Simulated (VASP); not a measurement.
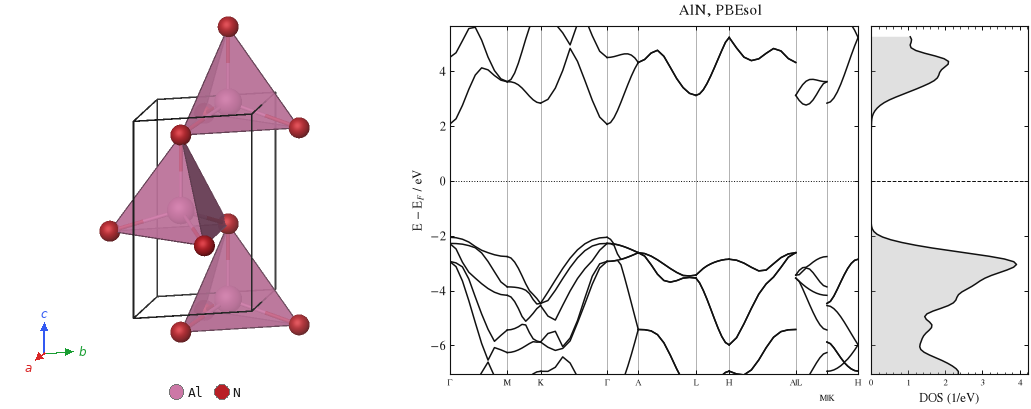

Band structure and density of states, beside the structure. Energies are counted from the Fermi level, put mid-gap where there is a gap. The DOS curve is built from the levels of the k mesh with Gaussians 0.55 eV wide, which also blur the band edges; ripples of that width can come from the mesh.

This input was run:

INCAR:
```
SYSTEM = AlN
PREC     = Accurate       ! precision mode
ENCUT    = 520            ! plane-wave cutoff, eV
EDIFF    = 1E-7           ! SCF threshold, eV
ISMEAR   = 0              ! smearing method
SIGMA    = 0.02           ! smearing width, eV
LREAL    = .FALSE.        ! projectors in reciprocal space
LASPH    = .TRUE.         ! aspherical terms in the spheres
NELM     = 60             ! most SCF steps
ALGO     = Normal         ! electronic algorithm
ISIF     = 2              ! what is computed and relaxed
LWAVE    = .FALSE.        ! write WAVECAR
LCHARG   = .FALSE.        ! write CHGCAR
GGA      = PS             ! functional
NBANDS   = 16             ! bands
```

KPOINTS:
```
regular mesh
0
G
  9 9 6
  0 0 0
```

POSCAR:
```
AlN
1.0
    3.1129900000      0.0000000000      0.0000000000
   -1.5565000000      2.6959300000      0.0000000000
    0.0000000000      0.0000000000      4.9820300000
Al N
2 2
Direct
    0.6666700000      0.3333300000      0.4990000000
    0.3333300000      0.6666700000      0.9990000000
    0.6666700000      0.3333300000      0.8810000000
    0.3333300000      0.6666700000      0.3810000000
```

KPOINTS_OPT:
```
path GMKGALHA,LM,KH
10
line-mode
reciprocal
 0.0000000000  0.0000000000  0.0000000000  G
 0.5000000000  0.0000000000  0.0000000000  M

 0.5000000000  0.0000000000  0.0000000000  M
 0.3333333333  0.3333333333  0.0000000000  K

 0.3333333333  0.3333333333  0.0000000000  K
 0.0000000000  0.0000000000  0.0000000000  G

 0.0000000000  0.0000000000  0.0000000000  G
 0.0000000000  0.0000000000  0.5000000000  A

 0.0000000000  0.0000000000  0.5000000000  A
 0.5000000000  0.0000000000  0.5000000000  L

 0.5000000000  0.0000000000  0.5000000000  L
 0.3333333333  0.3333333333  0.5000000000  H

 0.3333333333  0.3333333333  0.5000000000  H
 0.0000000000  0.0000000000  0.5000000000  A

 0.5000000000  0.0000000000  0.5000000000  L
 0.5000000000  0.0000000000  0.0000000000  M

 0.3333333333  0.3333333333  0.0000000000  K
 0.3333333333  0.3333333333  0.5000000000  H
```

System: wurtzite AlN, space group P6_3mc, 4 atoms in the cell.

VASP 6.6.1; PBEsol, VASP PAW PBE potentials, release 64 (Al, N), no spin polarisation, no spin-orbit coupling, 9×9×6 k mesh, 520 eV cutoff.

Question: Is there a gap? Give its size, its kind and where the band edges lie.

Answer: The material is gapped. The gap along this path is 4.12 eV and direct: both edges lie at Γ.

Question: What are the direct gaps at H, Γ and M?

Answer: The direct gaps are 8.08 eV at H, 4.12 eV at Γ and 6.37 eV at M.

Question: How many bands meet at the valence-band top?

Answer: The top valence level at Γ is a single band, not degenerate (spin aside).

Question: How much do the top valence band and the lowest conduction band disperse along the path?

Answer: The top valence band spans 2.4 eV and the lowest conduction band 3.2 eV.

The PAW data sets were made with another functional. LDA, GGA and most meta-GGA functionals understate gaps. The cell was derived from a database entry in an earlier step, so it needn't be the measured one.
